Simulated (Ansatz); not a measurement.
# Hf: geometry relaxation

System: Hf (Im-3m, 1 atom in the cell).
Method: DFT PBEsol, scalar-relativistic, plane waves, PAW, no spin polarisation (Ansatz 0.2.0).

The structure derives from an entry of the Crystallography Open Database.

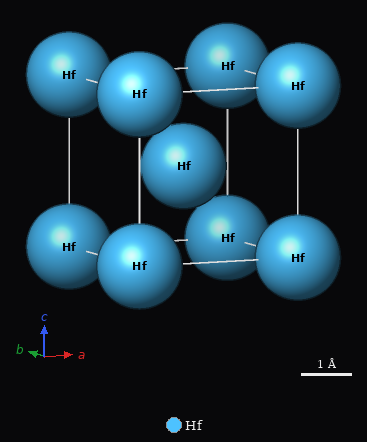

*The structure as given in the input (spheres-only view of the cell 2 times as large as that of the calculation, set on its symmetry axes, seen at an oblique angle). An atom can appear more than once, as a periodic image.*

Summary

| quantity | value |
| --- | --- |
| outcome | converged |
| space group (tolerance 0.01 Å) | Im-3m (229) |
| electrons treated | 26 |
| free energy | −15597.8651 eV |
| Fermi energy | 20.518 eV |
| gap on the k-point mesh | none (metallic) |
| pressure | 0.00 GPa |
| final volume | 21.27 Å³ |
| largest force (length of the vector) at the end | under 0.001 eV/Å |
| final cell | a = 3.023 Å, b = 3.023 Å, c = 3.023 Å, α = 109.47°, β = 109.47°, γ = 109.47° |
| hardware | 4 threads of AMD EPYC (Zen 5), 32 GiB of memory available, shared host |
| wall time | 1.8 s (CPU time 6 s) |
| peak memory | 0.42 GiB |

Notes

Spin–orbit coupling is left out, which matters for Hf.

The input
```yaml
crystal:
  lattice:
    - [-1.7464154704, 1.7464154704, 1.7464154704]
    - [1.7464154704, -1.7464154704, 1.7464154704]
    - [1.7464154704, 1.7464154704, -1.7464154704]
  atoms:
    - { symbol: Hf, position: [0.0, 0.0, 0.0] }
basis:
  ecutwfc: 420
kpoints:
  mp_grid: { grid: [16, 16, 16] }
hamiltonian:
  xc: pbesol
scf:
  occupations: { method: gaussian, width: 0.1 }
output:
  forces: true
  stress: true
  eigenvalues: true
  write_density: true
  write_potential: true
  elf: true
  volumetric_format: npy
relax:
  adjacent_minimum: "off"
  f_tol: 0.005
  max_steps: 80
  cell: { stress_tol: 0.05 }
```

Run as:
```bash
ansatz run input.yaml --threads 4 --pin off --max-ram 10240MiB --backend cpu --events-out ev --progress --plain --runs-dir out
```

Log
```
Engine: ansatz 0.2.0, x86_64-unknown-linux-gnu
Pseudopotentials: kind: paw
Pseudopotential: Hf, paw, valence charge 26, recommended cutoff 420 eV (normal), Hf.paw.azcp
Functional definition: PBEsol
  exchange = pbesol_x
  correlation = pbesol_c
Crystal: 1 atoms, lattice volume = 21.306 Å³
Basis set: ecut = 420 eV, 429 PW (Γ), exchange–correlation on 48×48×48 points (8 copies of the dense FFT grid, shifted against one another)
Bands: 17, of which v1, the nominal top of the filled ones, is band 13 counted from 1 (12 counted from 0)
Symmetry: 48 space group operations
Space group: Im-3m (ITA 229), of the structure as read, at distance tolerance 2.8e-5 Å
k-points: 145 of 4096
Non-local potential: Hf, projectors of the file, l = 0: 3, l = 1: 2, l = 2: 2, l = 3: 3
PAW form: soft (Blöchl's): semilocal exchange-correlation on the pseudo side does not see the compensation charge
PAW frozen core: Hf, regenerated for the run's functional, and the local potential with it (the file was generated under x = pbe(κ = 0.804, μ = 0.2195149727645171), c = pbe(β = 0.06672455060314922))
PAW one-centre angular grid: Hf, 590 points (default); XC on 64 Gauss nodes
Initial density: superposition of atomic densities (neutral atoms: chi_scale 0, normalization atom), corrected by the library's trained network
Initial wavefunctions: pseudopotential atomic-orbital guess
Functional: x = pbesol(κ = 0.804, μ = 0.12345679012345678), c = pbesol(β = 0.046)
SCF iter   1: F=—  HF=-15597.865346 eV  |F-HF|=—  |Δ(HF+E_count)|=         —  Δρ=3.59e-3  dr2=1.50e-3  ethr=1.77e-3  ⟨swp⟩=5.1  Hψ=10554  notcnv=0
preconditioner: auto → Kerker (q_TF=auto, 2.820 Å⁻¹)  [metal: Δε(μ)=0.014 eV  Ē_g=18.512 eV  σ=0.100 eV  W_gap=0.08  n_scr=12 (ndim 8)  ℏωp=39.4 eV  f_vac=0.000  D(μ)=1.43/eV (n_scr^D=12)]
SCF iter   2: F=—  HF=-15597.865139 eV  |F-HF|=—  |Δ(HF+E_count)|=   2.06e-4  Δρ=2.03e-3  dr2=5.16e-4  ethr=5.76e-6  ⟨swp⟩=2.5  Hψ=5346  notcnv=0
SCF iter   3: F=—  HF=-15597.865159 eV  |F-HF|=—  |Δ(HF+E_count)|=   2.01e-5  Δρ=8.44e-4  dr2=9.34e-5  ethr=1.98e-6  ⟨swp⟩=2.0  Hψ=3464  notcnv=0
SCF iter   4: F=—  HF=-15597.865084 eV  |F-HF|=—  |Δ(HF+E_count)|=   7.58e-5  Δρ=2.23e-4  dr2=7.25e-6  ethr=3.59e-7  ⟨swp⟩=2.0  Hψ=4267  notcnv=0
SCF iter   5: F=—  HF=-15597.865087 eV  |F-HF|=—  |Δ(HF+E_count)|=   3.83e-6  Δρ=3.07e-5  dr2=2.14e-7  ethr=2.79e-8  ⟨swp⟩=2.0  Hψ=4233  notcnv=0
SCF iter   6: F=—  HF=-15597.865087 eV  |F-HF|=—  |Δ(HF+E_count)|=   3.05e-7  Δρ=9.55e-6  dr2=1.04e-8  ethr=3.85e-10  ⟨swp⟩=10.2  Hψ=19673  notcnv=0
SCF iter   7: F=-15597.865087 eV  HF=-15597.865087 eV  |F-HF|=2.49e-8  |Δ(HF+E_count)|=   2.71e-8  Δρ=3.10e-6  dr2=1.14e-9  ethr=3.99e-11  ⟨swp⟩=8.0  Hψ=15304  notcnv=0
SCF 1 converged in 7 iterations: F = -15597.865087 eV  dr2 = 1.14e-9
  greatest PAW one-centre occupation: 0.998 electrons in one spin orbital (limit 2), on the Hf atom at site 0 (counted from 0), in its partial waves of l = 0
relax step   1: F+E_penalty+E_count = -15597.86508711 eV  Δ(F+E_penalty+E_count) = +0.000e0 eV  max|allowed force component| = 0.000e0 eV/Å  Δτ_max = 0.0000 Å  P = -0.201 GPa  Ω = 21.306 Å³  (7 SCF iters, dr2 threshold 1.00e-7 eV, accepted)
Crystal: 1 atoms, lattice volume = 21.219 Å³
Basis set: ecut = 420 eV, 381 PW (Γ), exchange–correlation on 48×48×48 points (8 copies of the dense FFT grid, shifted against one another)
Initial density: handed on by an earlier stage of this run
Initial wavefunctions: those handed on with the density
iter 1 solved again at ethr=2.09e-9 eV; its pass at ethr=3.10e-3 eV (dr2=5.42e-7 eV) is discarded
SCF iter   1: F=—  HF=-15597.865097 eV  |F-HF|=—  |Δ(HF+E_count)|=         —  Δρ=1.30e-4  dr2=1.41e-6  ethr=2.09e-9  ⟨swp⟩=3.2  Hψ=14514  notcnv=0
preconditioner: auto → Kerker (q_TF=auto, 2.822 Å⁻¹)  [metal: Δε(μ)=0.026 eV  Ē_g=18.549 eV  σ=0.100 eV  W_gap=0.14  n_scr=12 (ndim 8)  ℏωp=39.5 eV  f_vac=0.000  D(μ)=1.44/eV (n_scr^D=12)]
SCF iter   2: F=—  HF=-15597.865097 eV  |F-HF|=—  |Δ(HF+E_count)|=   2.76e-7  Δρ=5.37e-5  dr2=2.61e-7  ethr=2.09e-9  ⟨swp⟩=2.0  Hψ=4352  notcnv=0
SCF iter   3: F=—  HF=-15597.865097 eV  |F-HF|=—  |Δ(HF+E_count)|=   4.52e-8  Δρ=2.84e-5  dr2=7.98e-8  ethr=3.85e-10  ⟨swp⟩=8.7  Hψ=16383  notcnv=0
SCF iter   4: F=-15597.865097 eV  HF=-15597.865097 eV  |F-HF|=1.36e-8  |Δ(HF+E_count)|=   1.86e-8  Δρ=1.06e-5  dr2=2.20e-8  ethr=3.07e-10  ⟨swp⟩=8.0  Hψ=15296  notcnv=0
SCF 2 converged in 4 iterations: F = -15597.865097 eV  dr2 = 2.20e-8
  Residual-converged pass: ⟨swp⟩=1.0  Hψ=3048  notcnv=0  max |occ|·‖R‖ = 7.0e-9 eV (tolerance 1.0e-8 eV)  dr2=2.20e-8  dr2_onsite=9.77e-9  max |Δocc| = 1.1e-10
relax step   2: F+E_penalty+E_count = -15597.86509703 eV  Δ(F+E_penalty+E_count) = -9.925e-6 eV  max|allowed force component| = 0.000e0 eV/Å  Δτ_max = 0.0000 Å  P = +0.237 GPa  Ω = 21.219 Å³  energy of the carried Pulay correction = +1.957e-5 eV  (4 SCF iters, dr2 threshold 1.00e-7 eV, rejected (line search))
Crystal: 1 atoms, lattice volume = 21.266 Å³
iter 1 solved again at ethr=3.37e-10 eV; its pass at ethr=3.10e-3 eV (dr2=8.76e-8 eV) is discarded
SCF iter   1: F=—  HF=-15597.865121 eV  |F-HF|=—  |Δ(HF+E_count)|=         —  Δρ=7.44e-5  dr2=4.96e-7  ethr=3.37e-10  ⟨swp⟩=3.2  Hψ=15001  notcnv=0
eigensolver tolerance schedule calibrated: the retry pair's looser diagonalisation under-reported the residual by θ = 0.82 (0.12/decade); ethr = c·dr2/N_el runs at the constant in force after the calibration composes with the one it found (an armed cap, an earlier calibration), c = 7.2e-2
preconditioner: auto → Kerker (q_TF=auto, 2.821 Å⁻¹)  [metal: Δε(μ)=0.013 eV  Ē_g=18.549 eV  σ=0.100 eV  W_gap=0.08  n_scr=12 (ndim 8)  ℏωp=39.4 eV  f_vac=0.000  D(μ)=1.43/eV (n_scr^D=12)]
SCF iter   2: F=—  HF=-15597.865121 eV  |F-HF|=—  |Δ(HF+E_count)|=   5.87e-8  Δρ=2.74e-5  dr2=5.91e-8  ethr=3.37e-10  ⟨swp⟩=2.1  Hψ=4384  notcnv=0
SCF iter   3: F=—  HF=-15597.865121 eV  |F-HF|=—  |Δ(HF+E_count)|=   2.33e-8  Δρ=1.52e-5  dr2=1.88e-8  ethr=1.63e-10  ⟨swp⟩=2.0  Hψ=4067  notcnv=0
SCF iter   4: F=—  HF=-15597.865121 eV  |F-HF|=—  |Δ(HF+E_count)|=   9.17e-9  Δρ=4.92e-6  dr2=4.00e-9  ethr=5.19e-11  ⟨swp⟩=2.0  Hψ=4349  notcnv=0
SCF iter   5: F=—  HF=-15597.865121 eV  |F-HF|=—  |Δ(HF+E_count)|=  5.13e-10  Δρ=8.48e-7  dr2=1.73e-10  ethr=1.10e-11  ⟨swp⟩=2.2  Hψ=4335  notcnv=0
SCF iter   6: F=—  HF=-15597.865121 eV  |F-HF|=—  |Δ(HF+E_count)|=  6.91e-11  Δρ=2.27e-7  dr2=1.20e-11  ethr=1.00e-12  ⟨swp⟩=2.0  Hψ=4351  notcnv=0
SCF iter   7: F=-15597.865121 eV  HF=-15597.865121 eV  |F-HF|=0.00e0  |Δ(HF+E_count)|=  5.46e-12  Δρ=2.75e-8  dr2=1.04e-13  ethr=1.00e-12  ⟨swp⟩=5.5  Hψ=10908  notcnv=0
SCF 3 converged in 7 iterations: F = -15597.865121 eV  dr2 = 1.04e-13
relax step   3: F+E_penalty+E_count = -15597.86512111 eV  Δ(F+E_penalty+E_count) = -3.400e-5 eV  max|allowed force component| = 0.000e0 eV/Å  Δτ_max = 0.0000 Å  P = -0.000 GPa  Ω = 21.266 Å³  energy of the carried Pulay correction = +8.980e-6 eV  (7 SCF iters, accepted)
Initial wavefunctions: pseudopotential atomic-orbital guess (no wavefunctions were taken with the density)
iter 1 solved again at ethr=7.33e-10 eV; its pass at ethr=3.10e-3 eV (dr2=1.91e-7 eV) is discarded
SCF iter   1: F=—  HF=-15597.865112 eV  |F-HF|=—  |Δ(HF+E_count)|=         —  Δρ=2.10e-6  dr2=1.25e-10  ethr=7.33e-10  ⟨swp⟩=4.3  Hψ=19958  notcnv=0
preconditioner: auto → Kerker (q_TF=auto, 2.821 Å⁻¹)  [metal: Δε(μ)=0.013 eV  Ē_g=18.547 eV  σ=0.100 eV  W_gap=0.07  n_scr=12 (ndim 8)  ℏωp=39.4 eV  f_vac=0.000  D(μ)=1.43/eV (n_scr^D=12)]
SCF iter   2: F=—  HF=-15597.865112 eV  |F-HF|=—  |Δ(HF+E_count)|=   2.82e-7  Δρ=1.70e-6  dr2=3.21e-10  ethr=1.00e-12  ⟨swp⟩=3.1  Hψ=5324  notcnv=0
SCF iter   3: F=—  HF=-15597.865112 eV  |F-HF|=—  |Δ(HF+E_count)|=  1.42e-10  Δρ=9.42e-7  dr2=7.65e-11  ethr=1.00e-12  ⟨swp⟩=2.0  Hψ=4111  notcnv=0
SCF iter   4: F=-15597.865112 eV  HF=-15597.865112 eV  |F-HF|=0.00e0  |Δ(HF+E_count)|=  1.46e-11  Δρ=4.83e-8  dr2=2.78e-13  ethr=1.00e-12  ⟨swp⟩=5.0  Hψ=12298  notcnv=0
SCF 4 converged in 4 iterations: F = -15597.865112 eV  dr2 = 2.78e-13
relax step   4: F+E_penalty+E_count = -15597.86511203 eV  Δ(F+E_penalty+E_count) = +9.071e-6 eV  max|allowed force component| = 0.000e0 eV/Å  Δτ_max = 0.0000 Å  P = -0.000 GPa  Ω = 21.266 Å³  stress off target by 1.92e-4 GPa  SCF on the basis re-selected at this cell (its energy is not comparable with the rows above)  (4 SCF iters)
```

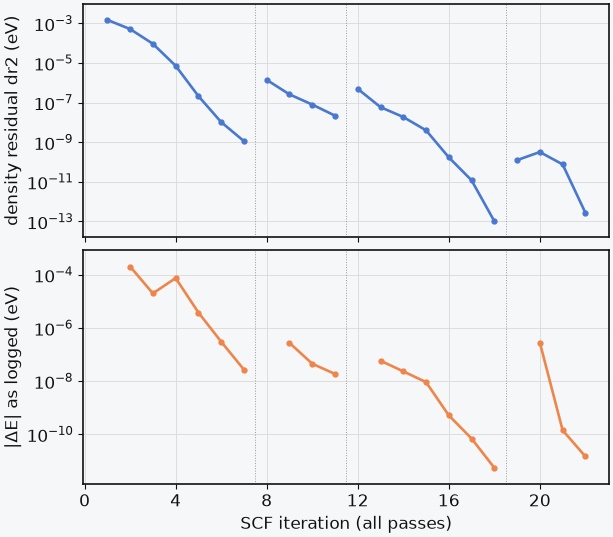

*Convergence of the self-consistent field: density residual dr2 and size of the energy change against the SCF iteration. The dotted lines part the SCF passes of the relaxation: geometry steps, rejected trials and re-solves on a re-selected basis.*

The passes take 7, 4, 7 and 4 iterations.

```
basis re-selected at this cell: Δ(F+E_penalty+E_count) = +9.071e-6 eV, ΔP = +0.000 GPa vs the last step (what re-selecting the basis moved, of the pressure what is left beyond the Pulay correction that the steps carried, after the strain that the cell walked since its last selection, with what the two solves' SCF thresholds leave and, on support functions, any second-order correction that the steps lacked; it is no measure of the basis error at this ecutwfc). This SCF's stress stands 1.92e-4 GPa from its target on what of the cell is left free (relax.cell.stress_tol is 5.00e-2 GPa) and its largest allowed force component is 0.00e0 eV/Å (relax.f_tol is 5.00e-3 eV/Å): within both
SCF converged after 4 iterations
Free energy (F): -15597.865112 eV
Harris-Foulkes:  -15597.865112 eV  (|F-HF|=0.00e0)
Internal energy: -15597.857954 eV  (E = F + TS)
E sigma→0 (E₀):  -15597.861533 eV
Entropy (-TS):   -0.007158 eV (-7.158 meV/atom)
Fermi energy:    20.517683 eV
--- Per-component energies (eV) ---
  E_band       = 65.231710
  E_kinetic    = 426.648488
  E_local      = -4939.564841  (includes V_loc(G=0)·N_el)
  E_nonlocal   = -1238.628398
  E_hartree    = 2332.616527
  E_xc         = -298.319660
  E_vxc        = -266.736476  (∫ρ·V_xc dr)
  E_paw        = -6807.615912  (= ΣΔE_a)
  E_vpaw       = 1418.279843  (= ΣTr[D̂ρ^β])
  E_aug_tail   = -0.000001  (compensation charges beyond the density's cutoff)
  E_ewald      = -5074.245249
  E_core_change = 1.251092  (= ΣΔE_core)
  E_smearing   = -0.007158  (= −TS)
  E_closure    = 0.000000  (closes the sum)
  Σ components = -15597.865112   (vs F -15597.865112, Δ=0.00e0)
--- Forces (eV/Å), atoms counted from 1 ---
  atom   1  Hf     0.00000000    -0.00000000     0.00000000
  max |Σ_I F_I| component: 3.10e-29 eV/Å
--- Stress (GPa, compression-positive) ---
       -0.000192       0.000000      -0.000000
       -0.000000      -0.000192      -0.000000
        0.000000      -0.000000      -0.000192
  P = ⅓ Tr σ = -0.0002 GPa (-0.002 kbar)
--- Band table (eV; the first three rows and the last of 145) ---
  k-point 0: bands = ["-40.8595", "-9.0757", "-9.0757", "-9.0757", "9.1768", "9.1768", "9.1768", "9.2622", "9.2622", "9.2622", "9.2977", "13.3240", "22.0509", "22.0509", "22.0509", "24.9941", "24.9941"]
  k-point 1: bands = ["-40.8563", "-9.1158", "-9.0880", "-9.0759", "9.1778", "9.1791", "9.1791", "9.2599", "9.2614", "9.2614", "9.2945", "13.4780", "21.9423", "22.0119", "22.2048", "24.8138", "24.9926"]
  k-point 2: bands = ["-40.8470", "-9.2286", "-9.1230", "-9.0766", "9.1807", "9.1859", "9.1860", "9.2537", "9.2582", "9.2592", "9.2869", "13.9222", "21.6506", "21.8424", "22.6604", "24.4853", "25.0009"]
  k-point 144: bands = ["-40.7096", "-9.7544", "-9.7544", "-9.7544", "9.1585", "9.2145", "9.2145", "9.2145", "9.2725", "9.2725", "9.2725", "17.7184", "17.7184", "27.6722", "27.6722", "27.6722", "28.1544"]
--- Relaxed structure (3 steps of the walk, 2 accepted, 1 SCFs on fresh bases) ---
  F+E_penalty+E_count = -15597.86511203 eV   max|allowed force component| = 0.000e0 eV/Å   (the final SCF, on the basis selected at the relaxed cell)
  cell:  # Å, volume = 21.2662 Å³
    - [-1.7453276390543049, 1.7453276390543049, 1.7453276390543049]
    - [1.7453276390543049, -1.7453276390543049, 1.7453276390543049]
    - [1.7453276390543049, 1.7453276390543049, -1.7453276390543049]
  atoms:
    - { symbol: Hf, position: [0.0, 0.0, 0.0] }
```

Trajectory as extended XYZ (Å, eV, eV/Å), 4 frames, from step=1 to step=4
```
1
Lattice="-1.7464 1.7464 1.7464 1.7464 -1.7464 1.7464 1.7464 1.7464 -1.7464" Properties=species:S:1:pos:R:3:forces:R:3 step=1 energy=-15597.86509 pressure_GPa=-0.20
Hf    0.0000    0.0000    0.0000    0.0000   0.0000   0.0000
1
Lattice="-1.7440 1.7440 1.7440 1.7440 -1.7440 1.7440 1.7440 1.7440 -1.7440" Properties=species:S:1:pos:R:3:forces:R:3 step=2 energy=-15597.86510 pressure_GPa=0.24 accepted=F
Hf    0.0000    0.0000    0.0000    0.0000   0.0000   0.0000
1
Lattice="-1.7453 1.7453 1.7453 1.7453 -1.7453 1.7453 1.7453 1.7453 -1.7453" Properties=species:S:1:pos:R:3:forces:R:3 step=3 energy=-15597.86512 pressure_GPa=-0.00
Hf    0.0000    0.0000    0.0000    0.0000   0.0000   0.0000
1
Lattice="-1.7453 1.7453 1.7453 1.7453 -1.7453 1.7453 1.7453 1.7453 -1.7453" Properties=species:S:1:pos:R:3:forces:R:3 step=4 energy=-15597.86511 pressure_GPa=-0.00
Hf    0.0000    0.0000    0.0000    0.0000   0.0000   0.0000
```

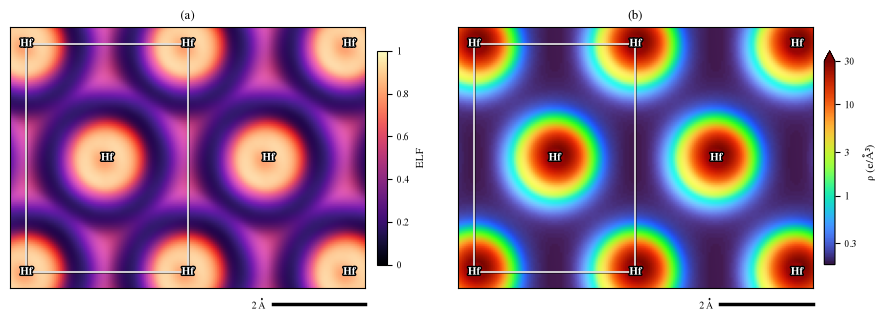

*(a) ELF; (b) valence electron density on the (110) plane of the conventional cell.*

Atoms in the plane: Hf. Hf–Hf (3.02 Å): the density is about 0.21 e/Å³ at the midpoint; the ELF is about 0.20 at the midpoint (no localised pair between them). Away from the nuclei the density in this plane falls to 0.18 e/Å³ at its lowest. The strong features right at Hf lie inside the PAW spheres (semicore, d or f shells) and say nothing about bonding. In a PAW calculation such maps are meaningful between the atoms, not at the nuclei.

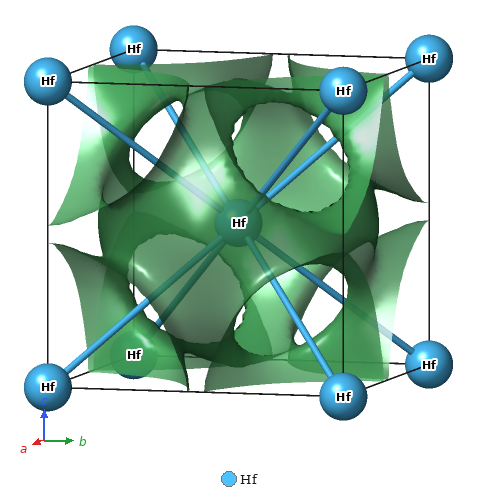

*Isosurface of the ELF at 0.4 (green), seen slightly off an axis. Core shells and regions of very low density are left out. Sticks mark near contacts. The outline is the cell set on symmetry axes.*

Values along the shortest contacts: Hf–Hf (3.02 Å): the ELF is about 0.20 at the midpoint (no localised pair between them).
